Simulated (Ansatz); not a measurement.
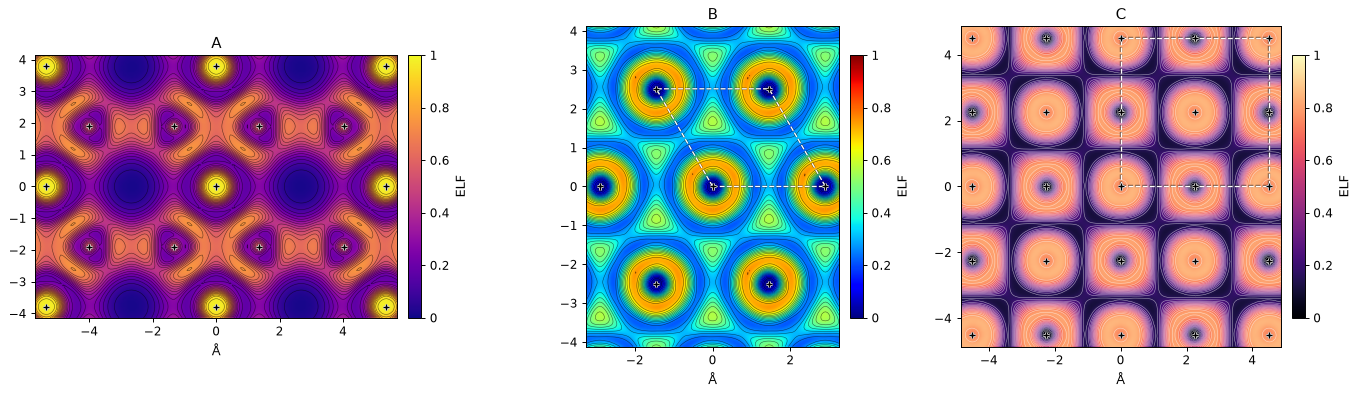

The ELF of 3 systems, each on a plane through atoms (crosses mark nuclei in the plane).

Theory: Kohn-Sham DFT of a periodic cell, PBEsol, Ansatz PAW (Ansatz).

System 1: Ta, the (001) plane of the conventional cell. Space group P6₃/mmc; a structure from a database of computed crystals, not necessarily the ambient phase; computed pressure about −7 GPa in this cell.

```
Ta
1.0
     2.90037    0.00000    0.00000
    -1.45019    2.51180    0.00000
     0.00000    0.00000    5.16627
Ta
2
Direct
  0.33333 0.66667 0.25000
  0.66667 0.33333 0.75000
```

System 2: HfN, the (100) plane of the conventional cell. Space group Fm-3m.

```
Hf N
1.0
     4.51200    0.00000    0.00000
     0.00000    4.51200    0.00000
     0.00000    0.00000    4.51200
Hf N
4 4
Direct
  0.00000 0.00000 0.00000
  0.50000 0.50000 0.00000
  0.50000 0.00000 0.50000
  0.00000 0.50000 0.50000
  0.50000 0.00000 0.00000
  0.00000 0.50000 0.00000
  0.00000 0.00000 0.50000
  0.50000 0.50000 0.50000
```

System 3: CoSi$_{2}$, the (110) plane of the conventional cell. Space group Fm-3m; computed pressure about 5 GPa in this cell; spin-polarised.

Which map belongs to which system?

Answer. Panel A is system 3, CoSi$_{2}$: the plane holds Co and Si. Co–Si (2.32 Å): the ELF peaks at about 0.75 in the valence shell of Si, 0.9 Å from its nucleus, and is about 0.50 at the midpoint. Panel B is system 1, Ta: the plane holds Ta. Ta–Ta (2.90 Å): the ELF is about 0.30 at the midpoint. Panel C is system 2, HfN: the plane holds Hf and N. Hf–N (2.26 Å): the ELF peaks at about 0.80 in the valence shell of N, 0.6 Å from its nucleus, and drops to about 0.15 between the two atoms: no shared electron pair shows on this line.
